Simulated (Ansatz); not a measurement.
**What a change does: single-point calculation on ZrO2**

System: ZrO2 (Fm-3m, 3 atoms in the cell).
Method of run A: DFT PBE, scalar-relativistic, plane waves, PAW, no spin polarisation (Ansatz 0.2.0).

The structure derives from an entry of the Crystallography Open Database. Text and figures count atoms from 1; the logs count them from 0 in places.

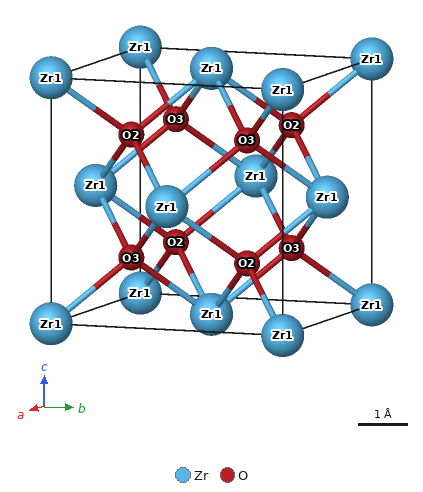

Figure 1. The input geometry (ball-and-stick view of the cell 4 times as large as that of the calculation, set on its symmetry axes, seen slightly off an axis; atoms are numbered from 1 in the order of the input).

### Input file, run A
```yaml
crystal:
  lattice:
    - [0.0, 2.535, 2.535]
    - [2.535, 0.0, 2.535]
    - [2.535, 2.535, 0.0]
  atoms:
    - { symbol: Zr, position: [0.0, 0.0, 0.0] }
    - { symbol: O, position: [0.25, 0.25, 0.25] }
    - { symbol: O, position: [0.75, 0.75, 0.75] }
basis:
  ecutwfc: 420
  ecutrho_ratio: 4
kpoints:
  mp_grid: { grid: [8, 8, 8] }
hamiltonian:
  xc: pbe
scf:
  occupations: { method: gaussian, width: 0.05 }
output:
  forces: true
  stress: true
  eigenvalues: true
```

Launched with:
```bash
ansatz run input.yaml --threads 1 --pin off --max-ram 2560MiB --backend cpu --events-out ev --progress --plain --runs-dir out
```

Hardware: 1 thread of Arm Neoverse N1, 16 GiB of memory available, shared host.

### Output, shortened to warnings, some set-up lines, iterations and results (run A)
```
Basis set: ecut = 420 eV, 609 PW (Γ), exchange–correlation on 48×48×48 points (8 copies of the dense FFT grid, shifted against one another)
Symmetry: 48 space group operations
k-points: 29 of 512
Initial density: superposition of atomic densities (neutral atoms: chi_scale 0, normalization atom), corrected by the library's trained network
[...]
SCF iter   1: F=—  HF=-5323.801815 eV  |F-HF|=—  |Δ(HF+E_count)|=         —  Δρ=2.25e-3  dr2=1.09e-3  ethr=1.77e-3  ⟨swp⟩=5.5  Hψ=2129  notcnv=0
SCF iter   2: F=—  HF=-5323.801805 eV  |F-HF|=—  |Δ(HF+E_count)|=   1.05e-5  Δρ=1.55e-3  dr2=5.97e-4  ethr=4.53e-6  ⟨swp⟩=2.0  Hψ=1067  notcnv=0
SCF iter   3: F=—  HF=-5323.801693 eV  |F-HF|=—  |Δ(HF+E_count)|=   1.12e-4  Δρ=5.99e-4  dr2=1.75e-5  ethr=2.49e-6  ⟨swp⟩=2.0  Hψ=641  notcnv=0
SCF iter   4: F=—  HF=-5323.801645 eV  |F-HF|=—  |Δ(HF+E_count)|=   4.80e-5  Δρ=1.69e-4  dr2=1.62e-6  ethr=7.28e-8  ⟨swp⟩=2.0  Hψ=785  notcnv=0
SCF iter   5: F=-5323.801652 eV  HF=-5323.801652 eV  |F-HF|=2.42e-8  |Δ(HF+E_count)|=   7.49e-6  Δρ=1.46e-5  dr2=2.29e-8  ethr=6.76e-9  ⟨swp⟩=2.0  Hψ=810  notcnv=0
SCF iter   6: F=-5323.801652 eV  HF=-5323.801652 eV  |F-HF|=1.36e-10  |Δ(HF+E_count)|=   3.05e-8  Δρ=2.06e-6  dr2=8.48e-10  ethr=9.54e-11  ⟨swp⟩=2.0  Hψ=1648  notcnv=0
SCF 1 converged in 6 iterations: F = -5323.801652 eV  dr2 = 8.48e-10
SCF converged after 6 iterations
Free energy (F): -5323.801652 eV
Harris-Foulkes:  -5323.801652 eV  (|F-HF|=1.36e-10)
Internal energy: -5323.801652 eV  (E = F + TS)
E sigma→0 (E₀):  -5323.801652 eV
Fermi energy:    14.042067 eV
--- Per-component energies (eV) ---
  E_band       = -56.252150
  E_kinetic    = 689.111636
  E_local      = -1130.942587  (includes V_loc(G=0)·N_el)
  E_nonlocal   = 171.186917
  E_hartree    = 373.963923
  E_xc         = -312.418203
  E_vxc        = -383.464166  (∫ρ·V_xc dr)
  E_paw        = -3268.957102  (= ΣΔE_a)
  E_vpaw       = -150.076210  (= ΣTr[D̂ρ^β])
  E_aug_tail   = 0.005057  (compensation charges beyond the density's cutoff)
  E_ewald      = -1845.751294
  E_smearing   = -0.000000  (= −TS)
  E_closure    = 0.000000  (closes the sum)
  Σ components = -5323.801652   (vs F -5323.801652, Δ=0.00e0)
--- Forces (eV/Å), atoms counted from 1 ---
  atom   1  Zr    -0.00000000     0.00000000    -0.00000000
  atom   2  O      0.00000000     0.00000000     0.00000000
  atom   3  O     -0.00000000     0.00000000    -0.00000000
  max |Σ_I F_I| component: 2.89e-18 eV/Å
--- Stress (GPa, compression-positive) ---
        6.758822       0.000000       0.000000
        0.000000       6.758822       0.000000
        0.000000       0.000000       6.758822
  P = ⅓ Tr σ = 6.7588 GPa (67.588 kbar)
```

For run B the input was changed thus:
```diff
-    - [0.0, 2.535, 2.535]
-    - [2.535, 0.0, 2.535]
-    - [2.535, 2.535, 0.0]
+    - [0.0, 2.3745124532, 2.3745124532]
+    - [2.3745124532, 0.0, 2.3745124532]
+    - [2.3745124532, 2.3745124532, 0.0]
```

Predict how the results change.

With the same functional and potentials, run B lies 477.1 meV per atom higher. The gap on the mesh goes from 3.39 to 3.89 eV. The pressure goes from 6.76 to 84.04 GPa. The volume per atom goes from 10.86 to 8.93 Å³. The number of SCF iterations is the same. The plane waves at Γ go from 609 to 531.

### Output, shortened to warnings, some set-up lines, iterations and results (run B)
```
Basis set: ecut = 420 eV, 531 PW (Γ), exchange–correlation on 48×48×48 points (8 copies of the dense FFT grid, shifted against one another)
Symmetry: 48 space group operations
k-points: 29 of 512
Initial density: superposition of atomic densities (neutral atoms: chi_scale 0, normalization atom), corrected by the library's trained network
[...]
SCF iter   1: F=—  HF=-5322.370085 eV  |F-HF|=—  |Δ(HF+E_count)|=         —  Δρ=3.12e-3  dr2=8.27e-4  ethr=1.77e-3  ⟨swp⟩=5.6  Hψ=2318  notcnv=0
SCF iter   2: F=—  HF=-5322.370058 eV  |F-HF|=—  |Δ(HF+E_count)|=   2.66e-5  Δρ=1.38e-3  dr2=1.42e-4  ethr=3.44e-6  ⟨swp⟩=2.2  Hψ=923  notcnv=0
SCF iter   3: F=—  HF=-5322.370294 eV  |F-HF|=—  |Δ(HF+E_count)|=   2.36e-4  Δρ=2.66e-4  dr2=7.85e-6  ethr=5.91e-7  ⟨swp⟩=2.9  Hψ=884  notcnv=0
SCF iter   4: F=—  HF=-5322.370398 eV  |F-HF|=—  |Δ(HF+E_count)|=   1.04e-4  Δρ=1.34e-4  dr2=3.24e-6  ethr=3.27e-8  ⟨swp⟩=2.0  Hψ=808  notcnv=0
SCF iter   5: F=-5322.370398 eV  HF=-5322.370398 eV  |F-HF|=1.32e-7  |Δ(HF+E_count)|=   5.39e-7  Δρ=3.06e-5  dr2=6.35e-8  ethr=1.35e-8  ⟨swp⟩=2.0  Hψ=650  notcnv=0
SCF iter   6: F=-5322.370398 eV  HF=-5322.370398 eV  |F-HF|=7.05e-10  |Δ(HF+E_count)|=   1.52e-7  Δρ=3.81e-6  dr2=1.85e-9  ethr=2.65e-10  ⟨swp⟩=3.0  Hψ=1751  notcnv=0
SCF 1 converged in 6 iterations: F = -5322.370398 eV  dr2 = 1.85e-9
SCF converged after 6 iterations
Free energy (F): -5322.370398 eV
Harris-Foulkes:  -5322.370398 eV  (|F-HF|=7.05e-10)
Internal energy: -5322.370398 eV  (E = F + TS)
E sigma→0 (E₀):  -5322.370398 eV
Fermi energy:    17.810447 eV
--- Per-component energies (eV) ---
  E_band       = 26.368309
  E_kinetic    = 710.702575
  E_local      = -978.562456  (includes V_loc(G=0)·N_el)
  E_nonlocal   = 172.185726
  E_hartree    = 332.501843
  E_xc         = -317.653633
  E_vxc        = -390.585779  (∫ρ·V_xc dr)
  E_paw        = -3271.048454  (= ΣΔE_a)
  E_vpaw       = -152.379309  (= ΣTr[D̂ρ^β])
  E_aug_tail   = 0.005155  (compensation charges beyond the density's cutoff)
  E_ewald      = -1970.501154
  E_smearing   = -0.000000  (= −TS)
  E_closure    = 0.000000  (closes the sum)
  Σ components = -5322.370398   (vs F -5322.370398, Δ=0.00e0)
--- Forces (eV/Å), atoms counted from 1 ---
  atom   1  Zr    -0.00000000     0.00000000     0.00000000
  atom   2  O      0.00000000    -0.00000000    -0.00000000
  atom   3  O     -0.00000000    -0.00000000     0.00000000
  max |Σ_I F_I| component: 4.63e-18 eV/Å
--- Stress (GPa, compression-positive) ---
       84.036970       0.000000       0.000000
        0.000000      84.036970      -0.000000
       -0.000000       0.000000      84.036970
  P = ⅓ Tr σ = 84.0370 GPa (840.370 kbar)
```

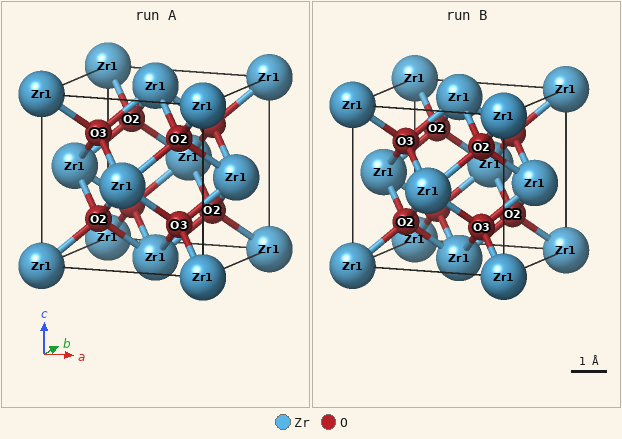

Figure 2. The two input geometries at one scale (ball-and-stick view of the cell 4 times as large as that of the calculation, set on its symmetry axes, seen slightly off an axis). The atoms keep their places relative to the cell (all moves are under 0.005 Å). Cell: a = b = c 5.070 → 4.749 Å (−6.3 %). Volume −17.8 %. Among the contacts that change: Zr1–O2 2.195 → 2.056 Å.

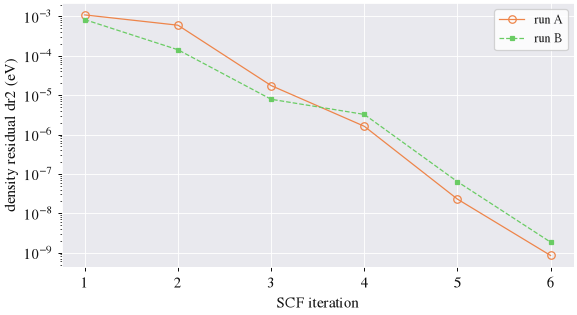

Figure 3. Convergence of the two runs: density residual dr2 against the SCF iteration. Run A takes 6 iterations in all, and run B takes 6.

### The two runs side by side

| quantity | run A | run B |
| --- | --- | --- |
| outcome | converged | converged |
| free energy per atom (eV) | −1774.6006 | −1774.1235 |
| gap on the mesh (eV) | 3.39 | 3.89 |
| pressure (GPa) | 6.76 | 84.04 |
| volume per atom (Å³) | 10.86 | 8.93 |
| largest force (eV/Å) | 0.000 | 0.000 |
| SCF iterations | 6 | 6 |
| irreducible k-points | 29 | 29 |
| plane waves at Γ | 609 | 531 |
| wall time (shared host) | 1.6 s | 1.5 s |

For run A: The cell is under a pressure of 6.8 GPa at this level, so it is not at its equilibrium volume. For run B: The cell is under a pressure of 84 GPa at this level, so it is not at its equilibrium volume.
